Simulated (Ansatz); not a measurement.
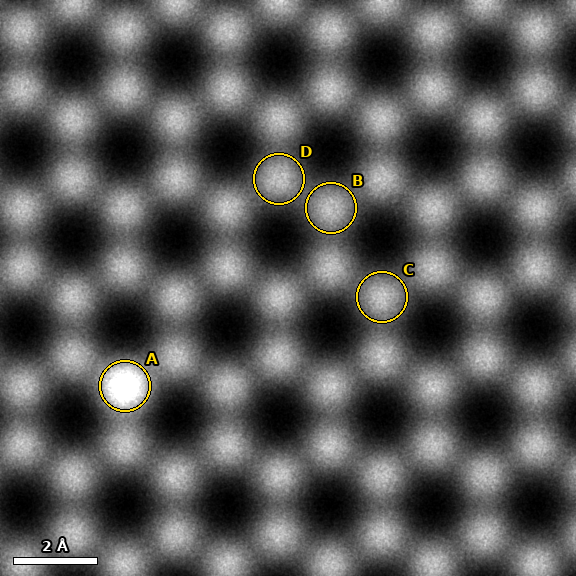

HAADF-like image of C (P6_3/mmc, No. 194) along [001]. Simulation: incoherent imaging, intensity Z^1.7 per atom, probe width 1.03 Å, thin sample. Shot noise was added.

The sample is 2 repeats (8.3 Å) thick. One point defect was put into the perfect crystal, without relaxing the atoms around it. Brightness is counted from the darkest point of the image. Host structure: the input geometry of a calculation.

> Which ringed column holds the defect, and does it scatter more or less than its equals?

A; it scatters more. The column holds 4 atoms (C) through the sample, and one C atom is replaced by Si, so its peak rises to about 180 % of that of its equals.
